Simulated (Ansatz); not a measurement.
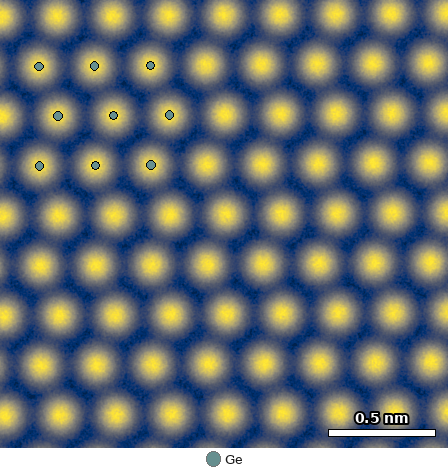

Dark-field STEM-like image of Ge (P6_3/mmc, No. 194) along [100]. The image is simulated as a sum over atoms of Z^1.7, blurred by a 1.30 Å probe (no channelling). The probe carries 15 % of its weight in a tail 2.5 times as wide. The display is stretched by a gamma of 0.65; percentages refer to the linear signal. Shot noise was added. Model: the input geometry of an electronic-structure calculation (not necessarily at equilibrium); the starting structure was generated, so it need not be a known form of this composition.

Coloured dots in one corner mark the columns of the model.

Q: Interpret the image.

A: The columns repeat on a rectangular net of 2.66 × 4.75 Å (plane group p2mg). All columns are alike (Ge). The shortest distance between visible columns is 2.54 Å in projection. Along the beam the structure repeats every 3.07 Å.
